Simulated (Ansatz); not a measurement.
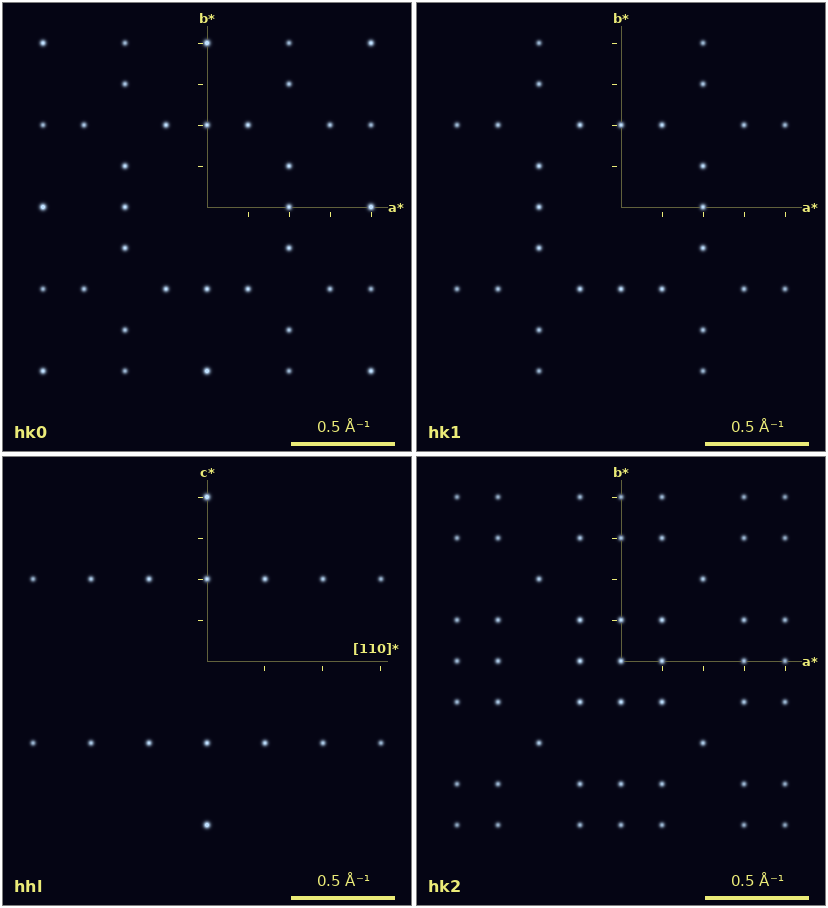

Simulated precession-type sections (X-rays; kinematic intensities, B = 0.5 Å²). The ticks mark integer indices of the conventional cell.

> Read the reciprocal cell and give the direct cell.

a* = 0.200, b* = 0.200, c* = 0.200 Å⁻¹; the cell is cubic with a = 4.99 Å.

> List the systematic absences.

Reflections are present only under these conditions. hkl: no condition; hk0: no condition; hhl: l = 2n; h00: h = 2n. The lattice is primitive (P). Further gaps, such as 0 4 1, 4 0 1, 1 4 0, come from atoms on special positions, not from the group's general conditions. A few very weak reflections are below the display threshold.

> Which space groups fit?

The intensities have Laue symmetry m-3m (the hk0 layer shows 4mm, hk1 shows 4mm). With these conditions the candidates are P-43n (No. 218), Pm-3n (No. 223). Diffraction geometry alone does not choose among them; the structure has Pm-3n. The compound is Mo. Structure: the geometry relaxed with DFT, PBEsol, plane waves (420 eV) with PAW, scalar-relativistic in Ansatz; the starting structure was generated, so it need not be a known form of this composition.
